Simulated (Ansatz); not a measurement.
# BN: how well frozen cores do

The same cell of BN is computed with full-potential LAPW, PAW on the default files and all-electron PAW on datasets made for the crystal, to set the results side by side.

The COD entry's cell or inner coordinates are ideal or old and differ from later refinements, so a difference from it is no clean test against experiment.

Program: Ansatz 0.2.0. Level of theory: DFT PBE, scalar-relativistic. These are calculated values, not measurements.

### 1 The structure to begin with

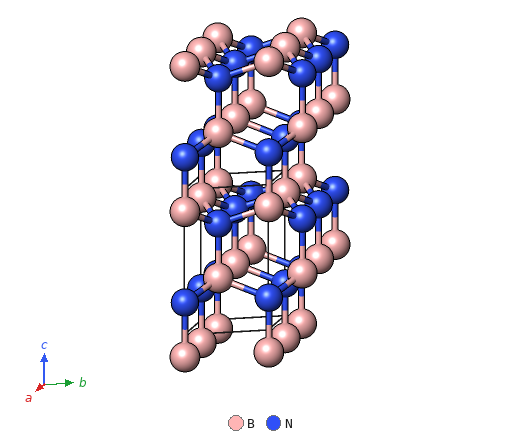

Start, viewed slightly off an axis; boron pink, nitrogen blue. 3×2×2 cells are drawn. Atoms on the faces are drawn again on the opposite ones.

Coordinates:

```cif
data_structure
_symmetry_space_group_name_H-M 'P6_3mc'
_symmetry_Int_Tables_number 186
_cell_length_a 2.5360
_cell_length_b 2.5360
_cell_length_c 4.1990
_cell_angle_alpha 90.000
_cell_angle_beta 90.000
_cell_angle_gamma 120.000
_cell_volume 23.39
loop_
_atom_site_label
_atom_site_type_symbol
_atom_site_symmetry_multiplicity
_atom_site_Wyckoff_symbol
_atom_site_fract_x
_atom_site_fract_y
_atom_site_fract_z
_atom_site_occupancy
B1 B 2 b 0.66667 0.33333 0.00000 1
N1 N 2 b 0.66667 0.33333 0.37500 1
```

The file gives the conventional cell by its symmetry; the runs use the cell typed in the input.

The cell comes from a crystallographic database entry that wasn't checked; take it as a given geometry, which may be far from equilibrium.

Atoms are numbered in the order of the input: B1, B2, N3, N4.

### 2 Full-potential LAPW

input.yaml

```yaml
crystal:
  lattice:
    - [2.5359998164, 0.0, 0.0]
    - [-1.2679999082, 2.196240265, 0.0]
    - [0.0, 0.0, 4.199]
  atoms:
    - { symbol: B, position: [0.6666666667, 0.3333333333, 0.0] }
    - { symbol: B, position: [0.3333333333, 0.6666666667, 0.5] }
    - { symbol: "N", position: [0.6666666667, 0.3333333333, 0.375] }
    - { symbol: "N", position: [0.3333333333, 0.6666666667, 0.875] }
kpoints:
  mp_grid: { grid: [12, 12, 6] }
  band_path:
    path:
      - [0.0, 0.0, 0.0]
      - [0.5, 0.0, 0.0]
      - [0.3333333333, 0.3333333333, 0.0]
      - [0.0, 0.0, 0.0]
      - [0.0, 0.0, 0.5]
      - [0.5, 0.0, 0.5]
      - [0.3333333333, 0.3333333333, 0.5]
      - [0.0, 0.0, 0.5]
      - [0.5, 0.0, 0.5]
    npoints: 8
scf:
  occupations: { method: fermi_dirac, width: 0.01 }
hamiltonian:
  xc: pbe
  pseudopotentials: { kind: all_electron, lapw: { basis_error: 0.001 } }
output:
  forces: true
  stress: true
  eigenvalues: true
  populations: true
  dos: { projected: true, de: 0.2, e_range: [-14, 8] }
```

Standard output:

```text
B: projections on atomic orbitals take those of the free atom 1s2 2s2 2p1, of charge +0.00 (hamiltonian.pseudopotentials.projection_atoms)
N: projections on atomic orbitals take those of the free atom 1s2 2s2 2p3, of charge +0.00 (hamiltonian.pseudopotentials.projection_atoms)
LAPW: plane waves up to 10.922 Å⁻¹, error target 1.0e-3 eV per atom; small_component_spin mean_spin; B in spheres of 0.732 Å, 5 of its electrons in bands, Dirac shells []; N in spheres of 0.823 Å, 7 of its electrons in bands, Dirac shells []
Engine: ansatz 0.2.0
Pseudopotentials: kind: all_electron
Pseudopotential: B, LAPW, valence charge 5, Koelling and Harmon's equation, gaussian nucleus
Pseudopotential: N, LAPW, valence charge 7, Koelling and Harmon's equation, gaussian nucleus
Functional definition: PBE
  parameter kappa = 0.804
  parameter beta = 0.06672455060314922
  exchange = pbe_x(kappa = kappa, mu = beta*pi^2/3)
  correlation = pbe_c(beta = beta)
Crystal: 4 atoms, lattice volume = 23.387 Å³
Basis set: ecut = 454.4729232037784 eV, 549 PW (Γ), exchange–correlation at level 2
Bands: 16, of which v1, the nominal top of the filled ones, is band 12 counted from 1 (11 counted from 0)
Symmetry: 12 space group operations
Space group: P63mc (ITA 186), of the structure as read, at distance tolerance 2.9e-5 Å
k-points: 76 of 864 (time reversal used)
Non-local potential: B, projectors of the file, none
Non-local potential: N, projectors of the file, none
Initial density: superposition of atomic densities (chi_scale 0.1, normalization cell, long waves kept (reshape's long-wave potential 0.00 eV rms))
Initial wavefunctions: plane waves of lowest kinetic energy (no species holds an atomic orbital)
Functional: x = pbe(κ = 0.804, μ = 0.2195149727645171), c = pbe(β = 0.06672455060314922)
iter 1 solved again at ethr=1.85e-2 eV; its pass at ethr=1.00e-1 eV (dr2=4.43e0 eV) is discarded
SCF iter   1: F=—  HF=-4339.210915 eV  |F-HF|=—  |Δ(HF+E_count)|=         —  Δρ=1.55e-1  dr2=4.43e0  ethr=1.85e-2  ⟨swp⟩=2.0  Hψ=9265  notcnv=0
preconditioner: auto → none  [insulator: Δε(μ)=7.012 eV  Ē_g=18.441 eV  σ=0.010 eV  W_gap=1.00  n_scr=2 (ndim 8)  ℏωp=30.7 eV  f_vac=0.000  D(μ)=0.00/eV (n_scr^D=0)  ε∞_Penn≈3.8]
iter 2 solved again at ethr=1.78e-3 eV; its pass at ethr=1.84e-2 eV (dr2=4.28e-1 eV) is discarded
SCF iter   2: F=—  HF=-4337.459696 eV  |F-HF|=—  |Δ(HF+E_count)|=    1.75e0  Δρ=5.29e-2  dr2=4.28e-1  ethr=1.78e-3  ⟨swp⟩=2.0  Hψ=6567  notcnv=0
SCF iter   3: F=—  HF=-4337.309045 eV  |F-HF|=—  |Δ(HF+E_count)|=   1.51e-1  Δρ=2.41e-2  dr2=9.38e-2  ethr=1.78e-3  ⟨swp⟩=2.7  Hψ=3504  notcnv=0
SCF iter   4: F=—  HF=-4337.299635 eV  |F-HF|=—  |Δ(HF+E_count)|=         —  Δρ=9.21e-3  dr2=1.41e-2  ethr=3.91e-4  ⟨swp⟩=2.0  Hψ=3311  notcnv=0
the basis was enlarged: its passes take 90.8 KiB over the memory plan, 1 of 1 planned eigensolver slots
SCF iter   5: F=—  HF=-4337.298390 eV  |F-HF|=—  |Δ(HF+E_count)|=   1.25e-3  Δρ=1.70e-3  dr2=5.15e-4  ethr=5.89e-5  ⟨swp⟩=2.9  Hψ=3699  notcnv=0
SCF iter   6: F=—  HF=-4337.298372 eV  |F-HF|=—  |Δ(HF+E_count)|=   1.80e-5  Δρ=1.53e-4  dr2=4.37e-6  ethr=2.14e-6  ⟨swp⟩=2.9  Hψ=3607  notcnv=0
SCF iter   7: F=-4337.298373 eV  HF=-4337.298373 eV  |F-HF|=5.82e-10  |Δ(HF+E_count)|=   6.90e-7  Δρ=7.11e-6  dr2=7.85e-9  ethr=1.82e-8  ⟨swp⟩=3.0  Hψ=3404  notcnv=0
SCF 1 converged in 7 iterations: F = -4337.298373 eV  dr2 = 7.85e-9
NSCF: frozen V_eff on 65 k-points
SCF converged after 7 iterations
Free energy (F): -4337.298373 eV
Harris-Foulkes:  -4337.298373 eV  (|F-HF|=5.82e-10)
Internal energy: -4337.298373 eV  (E = F + TS)
E sigma→0 (E₀):  -4337.298373 eV
Fermi energy:    14.385386 eV
--- Per-component energies (eV) ---
  E_band       = -2038.464472
  E_kinetic    = 4326.234726
  E_xc         = -601.311027
  E_electrostatic = -8062.222072  (all electrons and nuclei)
  E_smearing   = -0.000000  (= −TS)
  E_closure    = 0.000000  (closes the sum)
  E_atoms      = -4302.459154  (free atoms, spherical and without spin; not in F)
  Σ components = -4337.298373   (vs F -4337.298373, Δ=0.00e0)
  Basis errors (estimates in eV, not in F): energy 5.3e-4 per atom: plane waves 5.1e-4 (3.2e-4 summed), levels above the bands 0.0e0, relativity 1.5e-8, radial functions 2.0e-5, core shells 0.0e0; eigenvalues (radial functions only) 4.2e-6; not estimated: angular momenta, meshes, grids; target (lapw.basis_error) 1.0e-3; muffin-tin radii B 0.732 Å, N 0.823 Å
--- Forces (eV/Å), atoms counted from 1 ---
  atom   1  B      0.00000000     0.00000000     0.05496816
  atom   2  B     -0.00000000    -0.00000000     0.05496816
  atom   3  N      0.00000000     0.00000000    -0.05501589
  atom   4  N      0.00000000    -0.00000000    -0.05501589
  max |Σ_I F_I| component: 9.55e-5 eV/Å
--- Stress (GPa, compression-positive) ---
        8.369639       0.000000       0.000000
       -0.000000       8.369639       0.000000
        0.000000       0.000000       7.218298
  P = ⅓ Tr σ = 7.9859 GPa (79.859 kbar)
--- Band table (eV; the first three rows and the last of 76) ---
  k-point 0: bands = ["-363.5123", "-363.5123", "-160.9266", "-160.9265", "-8.7339", "-4.5417", "0.7750", "9.6473", "9.6473", "11.5329", "11.7814", "11.7814", "20.2303", "20.2303", "20.4123", "21.4767"]
  k-point 1: bands = ["-363.5123", "-363.5123", "-160.9266", "-160.9265", "-8.5666", "-5.1165", "1.6470", "9.7654", "9.7654", "10.6256", "11.6041", "11.6041", "20.4302", "20.4302", "20.7925", "21.4681"]
  k-point 2: bands = ["-363.5123", "-363.5123", "-160.9266", "-160.9265", "-8.0705", "-6.2208", "3.6206", "8.5202", "10.1018", "10.1018", "11.1529", "11.1529", "20.9858", "20.9858", "21.2522", "21.4457"]
  k-point 75: bands = ["-363.5123", "-363.5123", "-160.9264", "-160.9264", "-3.2171", "-3.2171", "2.8940", "2.8940", "3.9629", "3.9629", "8.7313", "8.7313", "21.1749", "21.1749", "22.0291", "22.0291"]
--- Löwdin populations: 4 sites ---
  site symbol       q [e]
     0      B      4.6460
     1      B      4.6460
     2      N      7.3262
     3      N      7.3262
  spilling = 0.002318 (of n_electrons = 24.000000)
```

It took 25 s on 1 thread, shared host.

This run gives: pressure 7.99 GPa; gap 5.21 eV, indirect from Γ to K; largest force 0.055 eV/Å.

At the corners of the path (eV, zero at the valence-band top):

| point | band 9 | band 10 | band 11 | band 12 | band 13 | band 14 | band 15 |
| --- | --- | --- | --- | --- | --- | --- | --- |
| Γ | -2.13 | -0.25 | 0.00 | 0.00 | 8.45 | 8.45 | 8.63 |
| M | -6.95 | -5.03 | -4.44 | -2.14 | 6.78 | 8.02 | 10.72 |
| K | -7.25 | -5.51 | -5.45 | -5.45 | 5.21 | 13.56 | 13.56 |
| Γ | -2.13 | -0.25 | 0.00 | 0.00 | 8.45 | 8.45 | 8.63 |
| A | -1.18 | -1.18 | -1.18 | -1.18 | 9.62 | 9.62 | 10.01 |
| L | -3.80 | -3.80 | -3.59 | -3.59 | 6.65 | 6.65 | 10.11 |
| H | -7.82 | -7.82 | -3.05 | -3.05 | 9.39 | 9.39 | 10.25 |
| A | -1.18 | -1.18 | -1.18 | -1.18 | 9.62 | 9.62 | 10.01 |
| L | -3.80 | -3.80 | -3.59 | -3.59 | 6.65 | 6.65 | 10.11 |

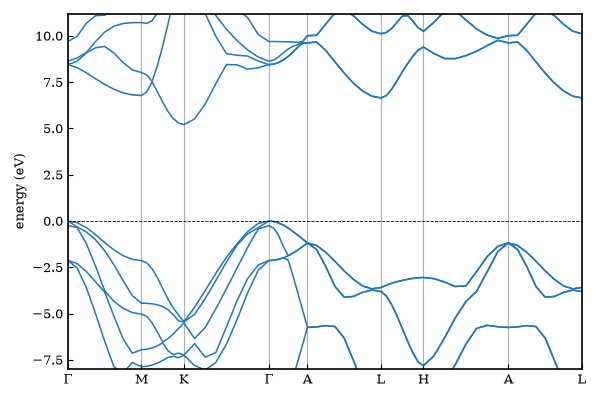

Bands along the path, counted from its valence-band top.

States per cell, counted by energy window (eV from the valence-band top, on a grid of 0.20 eV):

| from | to | total | N 2p | B 2p | B 2s | N 2s |
| --- | --- | --- | --- | --- | --- | --- |
| -10 | -9 | 0.97 | 0.59 | 0.19 | 0.15 | 0.03 |
| -9 | -8 | 1.19 | 0.72 | 0.23 | 0.17 | 0.06 |
| -8 | -7 | 1.04 | 0.63 | 0.20 | 0.13 | 0.06 |
| -7 | -6 | 1.09 | 0.69 | 0.25 | 0.10 | 0.05 |
| -6 | -5 | 1.30 | 0.84 | 0.32 | 0.09 | 0.05 |
| -5 | -4 | 1.57 | 1.05 | 0.41 | 0.07 | 0.04 |
| -4 | -3 | 2.00 | 1.39 | 0.51 | 0.06 | 0.03 |
| -3 | -2 | 1.69 | 1.24 | 0.40 | 0.03 | 0.01 |
| -2 | -1 | 0.80 | 0.63 | 0.15 | 0.01 | 0.01 |
| -1 | 0 | 0.28 | 0.24 | 0.04 | 0.00 | 0.00 |
| 0 | 1 | 0.00 | 0.00 | 0.00 | 0.00 | 0.00 |
| 1 | 2 | 0.00 | 0.00 | 0.00 | 0.00 | 0.00 |
| 2 | 3 | 0.00 | 0.00 | 0.00 | 0.00 | 0.00 |
| 3 | 4 | 0.00 | 0.00 | 0.00 | 0.00 | 0.00 |
| 4 | 5 | 0.00 | 0.00 | 0.00 | 0.00 | 0.00 |
| 5 | 6 | 0.02 | 0.01 | 0.01 | 0.00 | 0.00 |
| 6 | 7 | 0.24 | 0.04 | 0.12 | 0.01 | 0.03 |
| 7 | 8 | 1.29 | 0.15 | 0.66 | 0.11 | 0.21 |
| 8 | 9 | 1.30 | 0.16 | 0.71 | 0.09 | 0.20 |

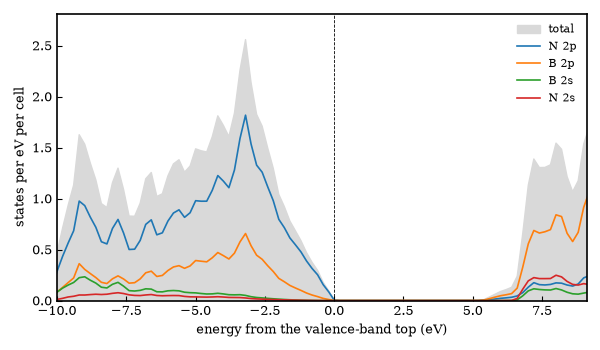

Density of states, total and projected.

### 3 PAW on the default files

input.yaml, as its differences from that of step 2:

```diff
@@ -28,3 +28,3 @@
   xc: pbe
-  pseudopotentials: { kind: all_electron, lapw: { basis_error: 0.001 } }
+  pseudopotentials: { kind: paw }
 output:
@@ -33,3 +33,5 @@
   eigenvalues: true
+  efg: { contact_densities: true }
   populations: true
+  bader: true
   dos: { projected: true, de: 0.2, e_range: [-14, 8] }
```

Standard output:

```text
Engine: ansatz 0.2.0
Pseudopotentials: kind: paw
Pseudopotential: B, paw, valence charge 3, recommended cutoff 420 eV (normal)
Pseudopotential: N, paw, valence charge 5, recommended cutoff 420 eV (normal)
Functional definition: PBE
  parameter kappa = 0.804
  parameter beta = 0.06672455060314922
  exchange = pbe_x(kappa = kappa, mu = beta*pi^2/3)
  correlation = pbe_c(beta = beta)
Crystal: 4 atoms, lattice volume = 23.387 Å³
Basis set: ecut = 420 eV, 465 PW (Γ), exchange–correlation on 36×36×60 points (8 copies of the dense FFT grid, shifted against one another)
Bands: 12, of which v1, the nominal top of the filled ones, is band 8 counted from 1 (7 counted from 0)
Symmetry: 12 space group operations
Space group: P63mc (ITA 186), of the structure as read, at distance tolerance 2.9e-5 Å
k-points: 76 of 864 (time reversal used)
Non-local potential: B, projectors of the file, l = 0: 2, l = 1: 2, l = 2: 1
Non-local potential: N, projectors of the file, l = 0: 2, l = 1: 2, l = 2: 1
PAW form: soft (Blöchl's): semilocal exchange-correlation on the pseudo side does not see the compensation charge
PAW one-centre angular grid: B, 110 points (default); XC on 64 Gauss nodes
PAW one-centre angular grid: N, 110 points (default); XC on 64 Gauss nodes
Initial density: superposition of atomic densities (neutral atoms: chi_scale 0, normalization atom), corrected by the library's trained network
Initial wavefunctions: pseudopotential atomic-orbital guess
Functional: x = pbe(κ = 0.804, μ = 0.2195149727645171), c = pbe(β = 0.06672455060314922)
SCF iter   1: F=—  HF=-1084.470409 eV  |F-HF|=—  |Δ(HF+E_count)|=         —  Δρ=2.98e-3  dr2=1.06e-3  ethr=1.77e-3  ⟨swp⟩=5.1  Hψ=5150  notcnv=0
preconditioner: auto → none  [insulator: Δε(μ)=5.200 eV  Ē_g=17.752 eV  σ=0.010 eV  W_gap=1.00  n_scr=2 (ndim 8)  ℏωp=30.7 eV  f_vac=0.000  D(μ)=0.00/eV (n_scr^D=0)  ε∞_Penn≈4.0]
SCF iter   2: F=—  HF=-1084.470584 eV  |F-HF|=—  |Δ(HF+E_count)|=   1.75e-4  Δρ=1.05e-3  dr2=1.25e-4  ethr=6.65e-6  ⟨swp⟩=2.3  Hψ=2362  notcnv=0
SCF iter   3: F=—  HF=-1084.470707 eV  |F-HF|=—  |Δ(HF+E_count)|=   1.23e-4  Δρ=5.15e-4  dr2=1.83e-5  ethr=7.84e-7  ⟨swp⟩=2.8  Hψ=1628  notcnv=0
SCF iter   4: F=—  HF=-1084.470760 eV  |F-HF|=—  |Δ(HF+E_count)|=   5.37e-5  Δρ=9.25e-5  dr2=6.47e-7  ethr=1.15e-7  ⟨swp⟩=2.2  Hψ=1474  notcnv=0
iter 5 did not close the SCF: its close was put off for the readings that it lacked (scf_convergence_deferred on its scf_iter line)
SCF iter   5: F=-1084.470763 eV  HF=-1084.470763 eV  |F-HF|=2.53e-8  |Δ(HF+E_count)|=   2.23e-6  Δρ=1.03e-5  dr2=8.07e-9  ethr=4.04e-9  ⟨swp⟩=2.1  Hψ=1506  notcnv=0
SCF iter   6: F=-1084.470763 eV  HF=-1084.470763 eV  |F-HF|=1.99e-10  |Δ(HF+E_count)|=   2.78e-8  Δρ=9.62e-7  dr2=8.73e-11  ethr=5.05e-11  ⟨swp⟩=1.4  Hψ=2748  notcnv=0
SCF 1 converged in 6 iterations: F = -1084.470763 eV  dr2 = 8.73e-11
NSCF: frozen V_eff on 65 k-points
SCF converged after 6 iterations
Free energy (F): -1084.470763 eV
Harris-Foulkes:  -1084.470763 eV  (|F-HF|=1.99e-10)
Internal energy: -1084.470763 eV  (E = F + TS)
E sigma→0 (E₀):  -1084.470763 eV
Fermi energy:    14.102980 eV
--- Per-component energies (eV) ---
  E_band       = 54.695409
  E_kinetic    = 372.608587
  E_local      = -350.527759  (includes V_loc(G=0)·N_el)
  E_nonlocal   = 113.399176
  E_hartree    = 98.591868
  E_xc         = -187.254757
  E_vxc        = -232.937654  (∫ρ·V_xc dr)
  E_paw        = -413.031676  (= ΣΔE_a)
  E_vpaw       = -45.030905  (= ΣTr[D̂ρ^β])
  E_aug_tail   = 0.000204  (compensation charges beyond the density's cutoff)
  E_ewald      = -718.256406
  E_smearing   = -0.000000  (= −TS)
  E_closure    = -0.000000  (closes the sum)
  Σ components = -1084.470763   (vs F -1084.470763, Δ=0.00e0)
--- Forces (eV/Å), atoms counted from 1 ---
  atom   1  B      0.00000000     0.00000000     0.05537317
  atom   2  B     -0.00000000    -0.00000000     0.05537317
  atom   3  N      0.00000000    -0.00000000    -0.05537210
  atom   4  N      0.00000000     0.00000000    -0.05537210
  max |Σ_I F_I| component: 2.14e-6 eV/Å
--- Stress (GPa, compression-positive) ---
        8.364320      -0.000000       0.000000
        0.000000       8.364320       0.000000
        0.000000       0.000000       7.211567
  P = ⅓ Tr σ = 7.9801 GPa (79.801 kbar)
--- PAW observables at the nuclei: V_zz in 10²¹ V/m², potentials from the cell's mean, atoms counted from 1 ---
  atom   1  B  V_zz =    +0.095131   η = 0.0000   by run symmetry: allowed
            electrostatic potential = -327.879444 V   contact ρ = 485.928778 e/Å³
  atom   2  B  V_zz =    +0.095131   η = 0.0000   by run symmetry: allowed
            electrostatic potential = -327.879444 V   contact ρ = 485.928778 e/Å³
  atom   3  N  V_zz =    +0.464273   η = 0.0000   by run symmetry: allowed
            electrostatic potential = -518.092361 V   contact ρ = 1411.262593 e/Å³
  atom   4  N  V_zz =    +0.464273   η = 0.0000   by run symmetry: allowed
            electrostatic potential = -518.092361 V   contact ρ = 1411.262593 e/Å³
--- Band table (eV; the first three rows and the last of 76) ---
  k-point 0: bands = ["-9.0243", "-4.8284", "0.4876", "9.3605", "9.3605", "11.2472", "11.4939", "11.4939", "19.9482", "19.9482", "20.1246", "21.1760"]
  k-point 1: bands = ["-8.8569", "-5.4038", "1.3597", "9.4785", "9.4785", "10.3398", "11.3168", "11.3168", "20.1480", "20.1480", "20.5056", "21.1679"]
  k-point 2: bands = ["-8.3602", "-6.5089", "3.3334", "8.2336", "9.8153", "9.8153", "10.8671", "10.8671", "20.7040", "20.7040", "20.9629", "21.1476"]
  k-point 75: bands = ["-3.5043", "-3.5043", "2.6062", "2.6062", "3.6778", "3.6778", "8.4436", "8.4436", "20.8846", "20.8846", "21.7440", "21.7440"]
--- Löwdin populations: 4 sites ---
  site symbol       q [e]
     0      B      2.6830
     1      B      2.6830
     2      N      5.2878
     3      N      5.2878
  spilling = 0.003647 (of n_electrons = 16.000000)
--- Bader charges: 4 sites ---
  site symbol  charge [e]  shift [e]
     0      B      2.1697     0.0003
     1      B      2.1697     0.0003
     2      N     -2.1697     0.0003
     3      N     -2.1697     0.0003
  estimated error of the sums over rays = 4.2e-4 e
```

It took 31 s on 1 thread, shared host.

Result: pressure 7.98 GPa; gap 5.22 eV, indirect from Γ to K; largest force 0.055 eV/Å; Vzz B1 0.10 (η = 0.00), N3 0.46 (η = 0.00) (10²¹ V/m²).

| atom | Bader charge (e) | basin volume (Å³) |
| --- | --- | --- |
| B1 | +2.17 | 1.63 |
| N3 | -2.17 | 10.06 |

### 4 All-electron PAW on datasets made for the crystal

input.yaml, as its differences from that of step 3:

```diff
@@ -28,3 +28,3 @@
   xc: pbe
-  pseudopotentials: { kind: paw }
+  pseudopotentials: { kind: all_electron, datasets: crystal }
 output:
@@ -34,4 +34 @@
   efg: { contact_densities: true }
-  populations: true
-  bader: true
-  dos: { projected: true, de: 0.2, e_range: [-14, 8] }
```

Standard output, cut to the lines that bear on the results:

```text
[...]
Pseudopotentials: kind: all_electron
Pseudopotential: B, paw, valence charge 5, recommended cutoff 540 eV (normal), Koelling and Harmon's equation, gaussian nucleus
Pseudopotential: N, paw, valence charge 5, recommended cutoff 540 eV (normal), Koelling and Harmon's equation, gaussian nucleus
Functional definition: PBE
[...]
Crystal: 4 atoms, lattice volume = 23.387 Å³
Basis set: ecut = 540 eV, 663 PW (Γ), exchange–correlation on 48×48×72 points (8 copies of the dense FFT grid, shifted against one another)
Bands: 12, of which v1, the nominal top of the filled ones, is band 8 counted from 1 (7 counted from 0)
Symmetry: 12 space group operations
Space group: P63mc (ITA 186), of the structure as read, at distance tolerance 2.9e-5 Å
k-points: 76 of 864 (time reversal used)
[...]
       -0.000000      -0.000000       7.220179
  P = ⅓ Tr σ = 7.9874 GPa (79.874 kbar)
  It holds what live shells' own plane waves past their cutoff add
--- PAW observables at the nuclei: V_zz in 10²¹ V/m², potentials from the cell's mean, atoms counted from 1 ---
  atom   1  B  V_zz =    +0.096134   η = 0.0000   by run symmetry: allowed
            electrostatic potential = -327.938193 V   contact ρ = 485.935917 e/Å³
  atom   2  B  V_zz =    +0.096134   η = 0.0000   by run symmetry: allowed
            electrostatic potential = -327.938193 V   contact ρ = 485.935917 e/Å³
  atom   3  N  V_zz =    +0.459357   η = 0.0000   by run symmetry: allowed
            electrostatic potential = -518.107555 V   contact ρ = 1411.508473 e/Å³
  atom   4  N  V_zz =    +0.459357   η = 0.0000   by run symmetry: allowed
            electrostatic potential = -518.107555 V   contact ρ = 1411.508473 e/Å³
--- Band table (eV; the first three rows and the last of 76) ---
  k-point 0: bands = ["-8.7339", "-4.5416", "0.7751", "9.6473", "9.6473", "11.5329", "11.7814", "11.7814", "20.2304", "20.2304"]
[...]
```

It took 19 s on 1 thread, shared host.

This run gives: pressure 7.99 GPa; gap 5.21 eV, indirect from Γ to K; largest force 0.055 eV/Å; Vzz B1 0.10 (η = 0.00), N3 0.46 (η = 0.00) (10²¹ V/m²).

| atom | contact density (e/Å³) |
| --- | --- |
| B1 | 485.9359 |
| N3 | 1411.508 |

### 5 Comparison

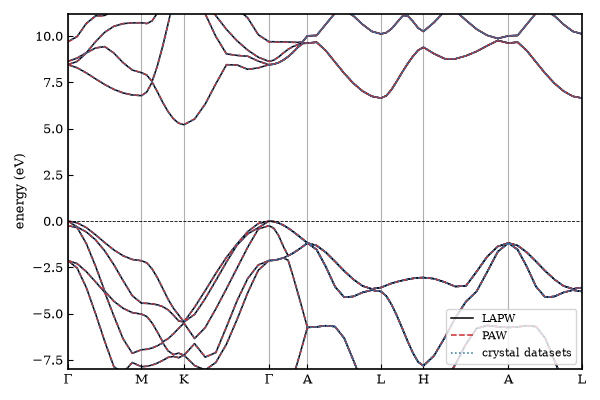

Bands of 3 runs (LAPW; PAW; crystal datasets) drawn together, counted from each run's valence-band top.

```
          method  pressure (GPa)  gap (eV)  largest force (eV/Å)  Vzz B1 (10²¹ V/m²)  Vzz N3 (10²¹ V/m²)  SCF cycles, all passes
            LAPW            7.99      5.21                 0.055                   –                   –                       7
             PAW            7.98      5.22                 0.055                0.10                0.46                       6
crystal datasets            7.99      5.21                 0.055                0.10                0.46                       7
```

### 6 Results

| quantity | value |
| --- | --- |
| pressure | LAPW 7.99, PAW 7.98, crystal datasets 7.99 GPa |
| gap (LAPW) | 5.21 eV, indirect from Γ to K |
| largest force | LAPW 0.055, PAW 0.055, crystal datasets 0.055 eV/Å |
| Bader charges (PAW) | B1 +2.17, N3 -2.17 e |

In words: At this geometry the cell is under compression of 8.0 GPa, so it would expand if let go. The gap is 5.21 eV, indirect from Γ to K. It is the Kohn-Sham gap of a semilocal functional, which mostly lies below the gap found in experiment. N 2p states make 85 % of the projected weight in the top eV of the valence band. The projection holds only the free atom's occupied shells (B 2s, B 2p, N 2s, N 2p in this range). The field gradient at N3, the largest by crystal datasets, is 0.46 by PAW and 0.46 by crystal datasets (10²¹ V/m²), within 5 %. PAW lies less than 0.01 GPa from LAPW in pressure and +0.01 eV in the gap. The forces differ by at most 1 meV/Å in a component, on a largest force of 0.055 eV/Å.
